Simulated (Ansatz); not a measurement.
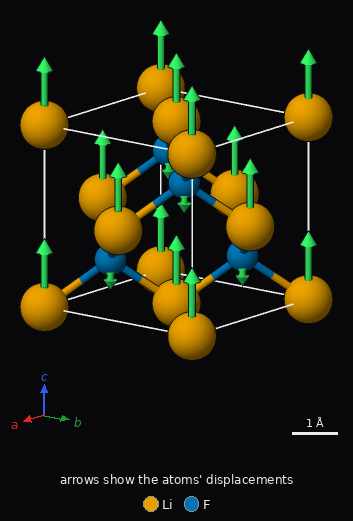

One vibrational mode of crystalline LiF (a generated structure) at a fixed volume at the zone centre. Displacements are drawn as green arrows; their common scale and sign are arbitrary. A ball-and-stick model of the conventional cell (4 times the calculation's cell), seen from a free direction. Lengths and directions refer to the drawn axes.

Method: DFT r2SCAN+D3(BJ), scalar-relativistic, plane waves, PAW (Ansatz).

The input:
```yaml
crystal:
  lattice:
    - [0.0, 2.0945, 2.0945]
    - [2.0945, 0.0, 2.0945]
    - [2.0945, 2.0945, 0.0]
  atoms:
    - { symbol: Li, position: [0.0, 0.0, 0.0] }
    - { symbol: F, position: [0.25, 0.25, 0.25] }
basis:
  ecutwfc: 500
kpoints:
  mp_grid: { grid: [10, 10, 10] }
hamiltonian:
  xc: r2scan
  dispersion: d3bj
scf:
  occupations: { method: fixed }
output:
  eigenvalues: true
phonons:
  method: dfpt
  dielectric: true
  rigid_motions: translations
  eigenvectors: true
```

Launched with:
```bash
ansatz run input.yaml --threads 1 --pin off --max-ram 2560MiB --backend cpu --events-out ev --progress --plain --runs-dir out
```

Frequencies are those without the non-analytic (LO–TO) term.

> Describe the mode and give its frequency.

This is the T₂ mode (triply degenerate; one member of the set is drawn) at 63.6 meV, the only optical level, infrared- and Raman-active by symmetry. The Li sublattice moves against the F sublattice, along c; the kinetic energy is shared as Li 73 %, F 27 %. Its infrared intensity is 13 (D/Å)²/amu for the set. The value is the transverse one; the longitudinal partner lies at 729 cm⁻¹.
